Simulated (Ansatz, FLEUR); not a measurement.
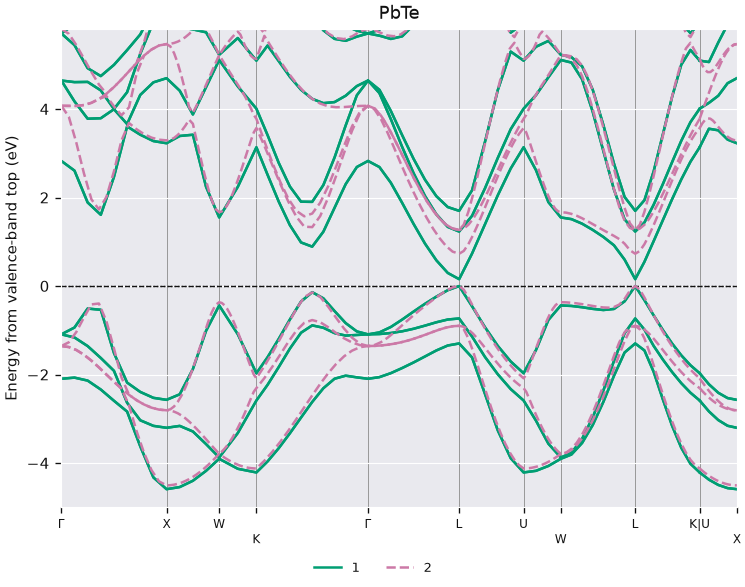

Band structures of rocksalt PbTe, space group Fm-3m (No. 225), 2 atoms in the primitive cell (cubic a = 6.462 Å), by two methods on the same cell. Each is counted from its own valence-band top.

Q: Which curve is which? The methods: PBE+SOC (FLEUR), PBE (Ansatz).

A: 1 is PBE+SOC (FLEUR); 2 is PBE (Ansatz). PBE+SOC (FLEUR) gives a gap of 0.16 eV along the path and PBE (Ansatz) gives a gap of 0.73 eV along the path. Spin-orbit coupling splits levels that are degenerate without it.

Settings. PBE+SOC (FLEUR): all-electron, spin-orbit coupling, no magnetisation, 5×5×5 k mesh, Fermi-Dirac smearing of 0.05 eV (FLEUR). PBE (Ansatz): Ansatz PAW, no spin polarisation, no spin-orbit coupling, 7×7×7 k mesh, 420 eV cutoff, Fermi-Dirac smearing of 0.05 eV (Ansatz 0.2.0).

The two runs differ in program as well. PBE+SOC (FLEUR): with spin-orbit coupling, semilocal functionals often invert the band edges at L; the gap is given by its size, and a larger one can be an inverted one. LDA, GGA and most meta-GGA functionals understate gaps.
